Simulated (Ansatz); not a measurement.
# Calculations on H₁₅C₂NO₆

### Relaxation

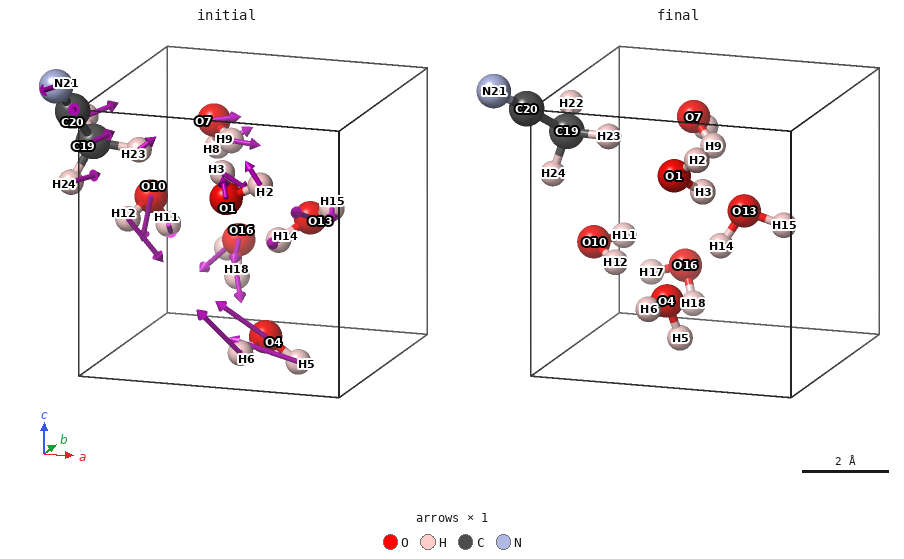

The structure of an amorphous cell of composition H₁₅C₂NO₆ before (left) and after (right) a relaxation, at one scale. The purple arrows give the displacements, at their true length.

Style: ball-and-stick. Shown: the cell of the calculation, slightly off an axis.

The cell holds 6 H2O + 1 CH3CN. The run prepares the start of a later molecular dynamics calculation, from a guessed geometry.

Computed with Ansatz, DFT PBE, scalar-relativistic, plane waves, PAW.

The input:
```yaml
accuracy: low
crystal:
  lattice:
    - [6.439277, 0.0, 0.0]
    - [0.0, 6.439277, 0.0]
    - [0.0, 0.0, 6.439277]
  atoms:
    - { symbol: O, position: [0.5675904, -0.0047034, 0.7142573] }
    - { symbol: H, position: [0.7034732, -0.0175998, 0.7774576] }
    - { symbol: H, position: [0.5106895, 0.120338, 0.7755083] }
    - { symbol: O, position: [0.597095, 0.3555041, 0.112107] }
    - { symbol: H, position: [0.7171128, 0.373078, 0.0231598] }
    - { symbol: H, position: [0.5473063, 0.2174395, 0.079183] }
    - { symbol: O, position: [0.2969044, 0.6550524, 0.8297456] }
    - { symbol: H, position: [0.28006, 0.744398, 0.7099192] }
    - { symbol: H, position: [0.3979825, 0.5529929, 0.785116] }
    - { symbol: O, position: [0.1436532, 0.3945777, 0.5935242] }
    - { symbol: H, position: [0.1821708, 0.4756315, 0.4728121] }
    - { symbol: H, position: [0.0993485, 0.2627541, 0.5362148] }
    - { symbol: O, position: [0.6990318, 0.561871, 0.5174476] }
    - { symbol: H, position: [0.6113134, 0.4592588, 0.451108] }
    - { symbol: H, position: [0.8091091, 0.4806668, 0.5800062] }
    - { symbol: O, position: [0.3006644, 0.9235572, 0.3172329] }
    - { symbol: H, position: [0.2176968, 1.0321851, 0.2544549] }
    - { symbol: H, position: [0.3265527, 0.8276643, 0.2042768] }
    - { symbol: C, position: [0.0176894, 0.111097, 0.8561369] }
    - { symbol: C, position: [-0.0048898, -0.0556161, 1.0083264] }
    - { symbol: "N", position: [-0.0231029, -0.1900924, 1.1310874] }
    - { symbol: H, position: [-0.0588113, 0.251715, 0.9119137] }
    - { symbol: H, position: [0.1818381, 0.1446959, 0.8303849] }
    - { symbol: H, position: [-0.0525493, 0.0654207, 0.70877] }
basis:
  ecutwfc: 420.0
kpoints:
  mp_grid: { grid: [1, 1, 1] }
hamiltonian:
  xc: pbe
scf:
  occupations: { method: fermi_dirac, width: 0.05 }
  lower_state_search: "off"
relax:
  f_tol: 0.3
  max_steps: 15
  adjacent_minimum: "off"
output:
  write_density: true
  write_potential: true
  elf: true
  volumetric_format: npy
```

Command:
```bash
ansatz run input.yaml --threads 1 --pin off --max-ram 3072MiB --backend cpu --events-out ev --progress --plain --runs-dir out
```

Describe what moved and what it gained.

Answer. The energy falls by 140 meV per atom in 14 geometry steps. Largest force component: 1.5 eV/Å at the start, 0.2 eV/Å at the end. The largest move is that of H5, 1.77 Å along [−2 −1 1]. Largest moves by element: H 1.77 Å, O 1.59 Å, N 0.95 Å, C 0.73 Å. The cell stays as it was. Near-neighbour distances that change, for instance: O1–H3 0.969 → 0.999 Å, C19–C20 1.461 → 1.439 Å, O10–H12 0.969 → 0.987 Å, C20–N21 1.178 → 1.166 Å. Bond angles that change, for instance: H11–O10–H12 104.0° → 101.2°.

Limits of the set-up: the program's low-accuracy preset was used; the periodic images lie only 6.4 Å apart, so the values are limited by the cell's size.

### Dynamics

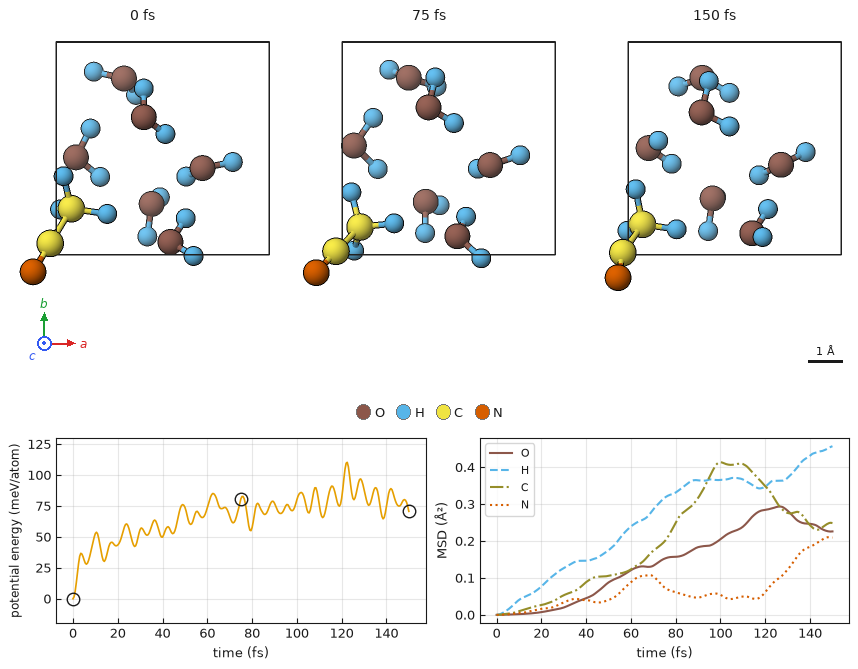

A Born-Oppenheimer molecular dynamics run of a periodic cell with 6 H2O + 1 CH3CN at 0.928 g/cm³, 150 fs long. Frames and the history of the run. A ball-and-stick model of the simulation cell, seen along the c axis. Atoms that leave the cell re-enter on the other side.

These are results of DFT PBE, scalar-relativistic, plane waves, PAW (Ansatz), not measurements. Set-up: plane-wave cutoff 420 eV; k-point mesh 1 × 1 × 1; Fermi-Dirac smearing 0.05 eV; low-accuracy preset; Langevin thermostat (NVT); set temperature 700 K; time step 0.5 fs; H given the mass 2.014 u; friction 0.02 per fs.

Input
```yaml
accuracy: low
crystal:
  lattice:
    - [6.439277, 0.0, 0.0]
    - [0.0, 6.439277, 0.0]
    - [0.0, 0.0, 6.439277]
  atoms:
    - { symbol: O, position: [0.53240308, 0.0556706, 0.78200618] }
    - { symbol: H, position: [0.64123934, -0.01030811, 0.86431773] }
    - { symbol: H, position: [0.604068, 0.16688927, 0.70111197] }
    - { symbol: O, position: [0.4438802, 0.23441817, 0.26272626] }
    - { symbol: H, position: [0.48277251, 0.26590619, 0.11996162] }
    - { symbol: H, position: [0.42377447, 0.08138813, 0.26604496] }
    - { symbol: O, position: [0.40721336, 0.64244641, 0.8546579] }
    - { symbol: H, position: [0.40703057, 0.77691624, 0.78364207] }
    - { symbol: H, position: [0.50889163, 0.56316889, 0.77243388] }
    - { symbol: O, position: [0.08816305, 0.45348001, 0.40394774] }
    - { symbol: H, position: [0.15689989, 0.58890365, 0.40154182] }
    - { symbol: H, position: [0.20190863, 0.36159376, 0.35777425] }
    - { symbol: O, position: [0.68323367, 0.40307795, 0.57967059] }
    - { symbol: H, position: [0.60646322, 0.36300127, 0.45281553] }
    - { symbol: H, position: [0.8257747, 0.4314228, 0.53062895] }
    - { symbol: O, position: [0.31383785, 0.82416098, 0.24575942] }
    - { symbol: H, position: [0.17195981, 0.85641681, 0.20212727] }
    - { symbol: H, position: [0.37035958, 0.74687886, 0.12580649] }
    - { symbol: C, position: [0.06635139, 0.21211858, 0.87402529] }
    - { symbol: C, position: [-0.03289345, 0.048752, 0.98965379] }
    - { symbol: "N", position: [-0.11360607, -0.08507271, 1.08109612] }
    - { symbol: H, position: [0.02991247, 0.364722, 0.94211633] }
    - { symbol: H, position: [0.23503779, 0.18732298, 0.87413703] }
    - { symbol: H, position: [0.01325333, 0.20861156, 0.7121474] }
basis:
  ecutwfc: 420.0
kpoints:
  mp_grid: { grid: [1, 1, 1] }
hamiltonian:
  xc: pbe
scf:
  occupations: { method: fermi_dirac, width: 0.05 }
  lower_state_search: "off"
md:
  timestep: 0.5
  n_steps: 300
  ensemble: nvt_langevin
  temperature: 700.0
  initial_velocities: maxwell_boltzmann
  seed: 758930
  friction: 0.02
  masses: [{ species: H, mass: 2.014 }]
```

Run as
```bash
ansatz run input.yaml --threads 1 --pin off --max-ram 3072MiB --backend cpu --events-out ev --progress --plain --runs-dir out
```

**What happens in this trajectory?**

Root-mean-square distances from the starting positions over the second half, with the common drift of all atoms taken out: H 0.61 Å, C 0.56 Å, O 0.48 Å, N 0.30 Å. The heavy atoms stay within a fraction of a molecule's size of their starting places; so short a run doesn't tell a liquid from a solid. The mean temperature in the second half is 652 K (standard deviation 92 K). The potential energy in the second half lies on average 78.9 meV per atom above the first frame.

Limits of the set-up: the program's low-accuracy preset was used; masses were changed (H 2.014 u), which shifts the vibrations; the periodic images lie only 6.4 Å apart, so the values are limited by the cell's size.

### Energy conservation

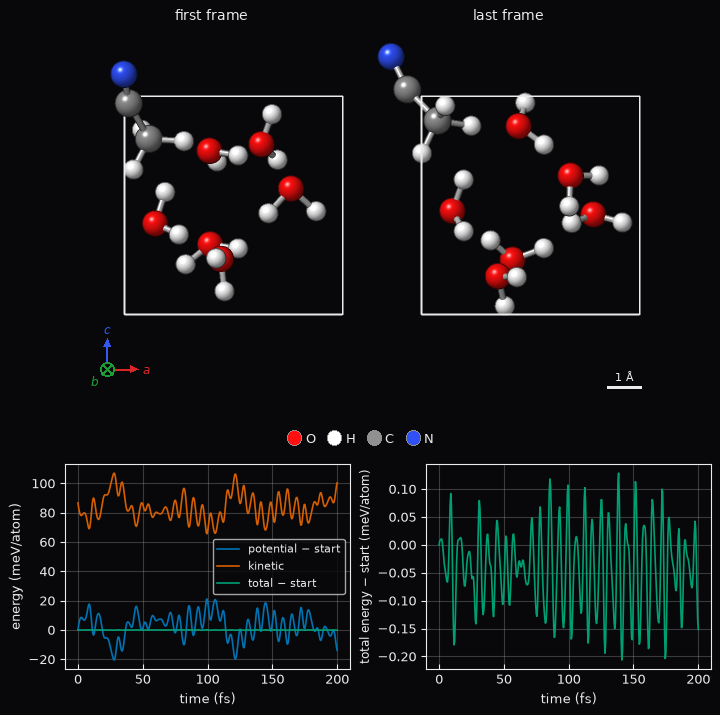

First-principles dynamics of a periodic cell with 6 H2O + 1 CH3CN at 0.928 g/cm³, 200 fs long. It starts from the last geometry of an earlier run, with fresh velocities. Style: ball-and-stick. Shown: the simulation cell, along the b axis.

The calculation used DFT PBE, scalar-relativistic, plane waves, PAW (Ansatz). Settings: plane-wave cutoff 420 eV; k-point mesh 1 × 1 × 1; Fermi-Dirac smearing 0.05 eV; low-accuracy preset; constant energy (NVE); velocities drawn for 700 K; time step 0.5 fs; H given the mass 2.014 u.

Input file:
```yaml
accuracy: low
crystal:
  lattice:
    - [6.439277, 0.0, 0.0]
    - [0.0, 6.439277, 0.0]
    - [0.0, 0.0, 6.439277]
  atoms:
    - { symbol: O, position: [0.62431613, 0.09438235, 0.77633781] }
    - { symbol: H, position: [0.67264518, 0.07657439, 0.91431655] }
    - { symbol: H, position: [0.69819391, 0.20819997, 0.70518763] }
    - { symbol: O, position: [0.43785527, 0.25821029, 0.25004721] }
    - { symbol: H, position: [0.45482178, 0.26374747, 0.10227498] }
    - { symbol: H, position: [0.41673279, 0.10460764, 0.25344362] }
    - { symbol: O, position: [0.38626779, 0.66242532, 0.74657864] }
    - { symbol: H, position: [0.42017721, 0.81008014, 0.69752731] }
    - { symbol: H, position: [0.51730992, 0.59656037, 0.72542314] }
    - { symbol: O, position: [0.13694151, 0.49478871, 0.41275732] }
    - { symbol: H, position: [0.18255779, 0.52952524, 0.55720795] }
    - { symbol: H, position: [0.24551179, 0.42123669, 0.3622872] }
    - { symbol: O, position: [0.75972474, 0.41632503, 0.57277134] }
    - { symbol: H, position: [0.65597637, 0.36706035, 0.45999361] }
    - { symbol: H, position: [0.87535522, 0.47604067, 0.46933375] }
    - { symbol: O, position: [0.38927754, 0.8250798, 0.31712649] }
    - { symbol: H, position: [0.27655525, 0.78471608, 0.22586882] }
    - { symbol: H, position: [0.51725555, 0.75450526, 0.2988285] }
    - { symbol: C, position: [0.10849703, 0.13620685, 0.80086411] }
    - { symbol: C, position: [0.01583559, 0.00320279, 0.96412412] }
    - { symbol: "N", position: [-0.00662375, -0.11438807, 1.09767924] }
    - { symbol: H, position: [0.07616519, 0.30126393, 0.84204022] }
    - { symbol: H, position: [0.26892537, 0.11287227, 0.79062014] }
    - { symbol: H, position: [0.03725049, 0.10589815, 0.66066795] }
basis:
  ecutwfc: 420.0
kpoints:
  mp_grid: { grid: [1, 1, 1] }
hamiltonian:
  xc: pbe
scf:
  occupations: { method: fermi_dirac, width: 0.05 }
  lower_state_search: "off"
md:
  timestep: 0.5
  n_steps: 400
  ensemble: nve
  temperature: 700.0
  initial_velocities: maxwell_boltzmann
  seed: 534872
  masses: [{ species: H, mass: 2.014 }]
```

Command:
```bash
ansatz run input.yaml --threads 1 --pin off --max-ram 3072MiB --backend cpu --events-out ev --progress --plain --runs-dir out
```

How well is the energy conserved, and can the run be trusted?

The total energy stays between −0.21 and 0.13 meV per atom of its start. A straight-line fit has a slope that amounts to −0.012 meV per atom over 200 fs (under 0.1 % of the mean kinetic energy), and the ripple about it is 0.8 % of the kinetic energy's fluctuation. With a drift under 2 % and a ripple under 7 %, the integration is accurate. Over the second half the temperature averages 680 K (spread ±69 K). The potential energy in the second half lies on average 2.5 meV per atom above the first frame.

Limits of the set-up: the program's low-accuracy preset was used; masses were changed (H 2.014 u), which shifts the vibrations; the periodic images lie only 6.4 Å apart, so the values are limited by the cell's size.

Cost: 7.8 min on 1 thread of Arm Neoverse V1, with other jobs on the host, peak memory 0.35 GiB.
